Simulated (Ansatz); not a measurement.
Cell and atoms:

```
CELL_PARAMETERS angstrom
3.94713 0.00000 0.00000
0.00000 3.94713 0.00000
0.00000 0.00000 3.76951
ATOMIC_POSITIONS crystal
Sr 0.00000 0.00000 0.00000
Ti 0.50000 0.50000 0.50000
O 0.50000 0.00000 0.50000
O 0.50000 0.50000 0.00000
O 0.00000 0.50000 0.50000
```

> Characterise the structure given above.

Its composition is SrTiO₃. Space group: P4/mmm (No. 123). Lattice: primitive tetragonal. The cell has 5 atoms, namely 1 Sr, 1 Ti, 3 O. The polyhedra are TiO6 octahedra; they share corners. The Sr atoms are each bonded to twelve O in a cuboctahedral arrangement at 2.73 to 2.79 Å. Each Ti is bonded to six O in an octahedral arrangement at 1.88 to 1.97 Å. The coordination shell of O holds four Sr and two Ti in a distorted octahedral arrangement (2.73 to 2.79 Å to Sr, 1.88 to 1.97 Å to Ti). The bonds build a three-dimensional framework.

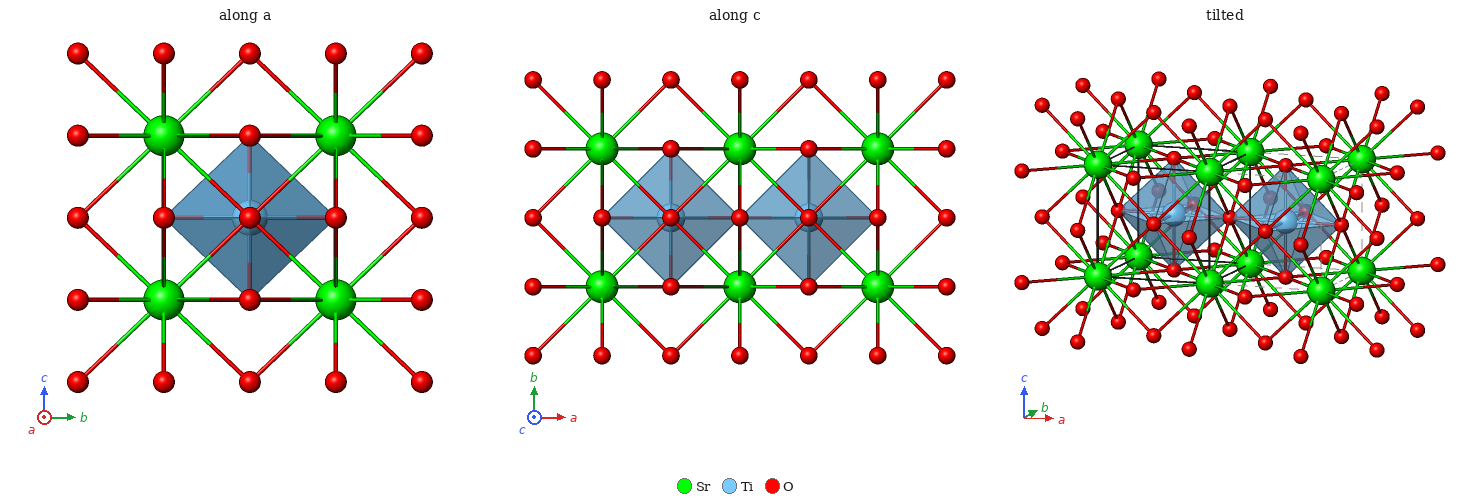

This polyhedral model is shown along the a axis, along the c axis and slightly off an axis. A block of 2×1×1 cells is shown, with one conventional unit cell in solid outline. Some neighbours outside the box are added. Colours: strontium green, titanium blue, oxygen red.

The cell started as a structure listed in the Materials Project. The cell was then strained or its atoms displaced on purpose. An electronic-structure calculation with Ansatz was run on it.

At this level of theory the cell isn't at rest (compressed, at 9 GPa), so its distances can differ from those at equilibrium, the more so the softer the solid.
